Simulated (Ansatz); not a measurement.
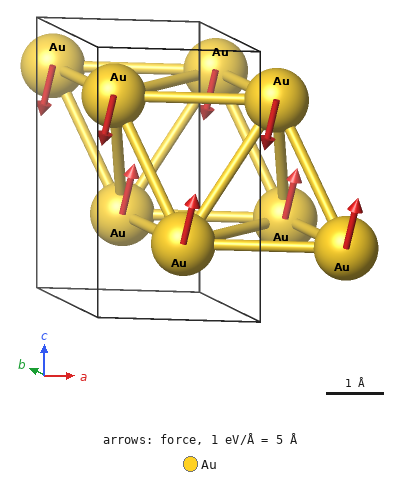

Starting geometry of a crystal of Au (set up in P-1) with the computed forces as red arrows. Style: ball-and-stick. Shown: the cell of the calculation, repeated 2 × 2 × 1 with one cell outlined, slightly off an axis.

Case: all atoms moved at random, sigma 0.05 Å for each component; relaxed back.

Method: DFT PBE, scalar-relativistic, plane waves, PAW (Ansatz).

The input:
```yaml
crystal:
  lattice:
    - [2.9169619182, 0.0, 0.0]
    - [-1.4584809591, 2.526163123, 0.0]
    - [0.0, 0.0, 4.8900309]
  atoms:
    - { symbol: Au, position: [0.3483848292, 0.6649178215, 0.7530004935] }
    - { symbol: Au, position: [0.6516151708, 0.3350821785, 0.2469995065] }
basis:
  ecutwfc: 420
kpoints:
  mp_grid: { grid: [12, 12, 8] }
hamiltonian:
  xc: pbe
scf:
  occupations: { method: gaussian, width: 0.15 }
output:
  forces: true
  stress: true
  eigenvalues: true
relax:
  adjacent_minimum: "off"
  f_tol: 0.01
  max_steps: 80
```

Command:
```bash
ansatz run input.yaml --threads 1 --pin off --max-ram 2560MiB --backend cpu --events-out ev --progress --plain --runs-dir out
```

### What follows when this structure is relaxed?

It isn't relaxed: the largest force vector, on Au atoms, is 0.19 eV/Å. The final displacements follow the starting forces only in part (cosine between the two patterns 0.54). The largest moves, 0.046 Å, are those of Au1 and Au2. Au1 goes roughly along [−3 1 −1]. The lattice vectors keep their values. Among the contacts that change: Au1–Au2 2.897 → 2.966 Å, Au1–Au2 (another image) 3.037 → 2.972 Å, Au1–Au2 (another image) 3.000 → 2.969 Å, Au1–Au2 (another image) 2.951 → 2.969 Å. The space group (tolerance 0.01 Å) goes from P-1 (No. 2) to Cmcm (No. 63). Over 2 accepted moves (3 points after the start) the energy falls by 2.4 meV per atom. The largest force component goes from 0.19 to 0.0026 eV/Å. The line search rejected the trial step at point 1 of the run. The run took 85 s on 1 thread of Arm Neoverse V1, with other jobs on the host, peak memory 0.61 GiB.
